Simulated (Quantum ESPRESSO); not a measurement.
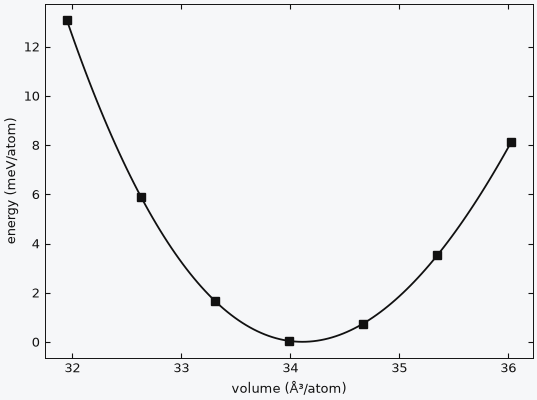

The plot gives the computed energy against volume.

Computed with Quantum ESPRESSO 7.5: plane-wave DFT, no spin polarisation; energies at scaled volumes of the given cell, shape and fractions fixed, counted from the fit's minimum, third-order Birch-Murnaghan fit. Level: PBEsol.

Q: For which of these solids was it computed?
A. GaN, P6_3mc (No. 186)
B. P, Cmce (No. 64)
C. Br, Cmce (No. 64)

A: C, Br: energy from 0.04 meV/atom to 13.09 meV/atom, V0 34.11 Å³/atom, B0 26.9 GPa. The others give: P, energy from 0.35 meV/atom to 20.44 meV/atom, V0 20.28 Å³/atom, B0 76.1 GPa; GaN, energy from 0.50 meV/atom to 35.14 meV/atom, V0 11.41 Å³/atom, B0 188 GPa.

For Br, limits of the calculation: shape and atomic fractions are frozen while scaling, which makes layered, chain and framework solids too stiff.

For GaN, limits of the calculation: shape and atomic fractions are frozen while scaling, which makes layered, chain and framework solids too stiff.

For P, limits of the calculation: shape and atomic fractions are frozen while scaling, which makes layered, chain and framework solids too stiff.
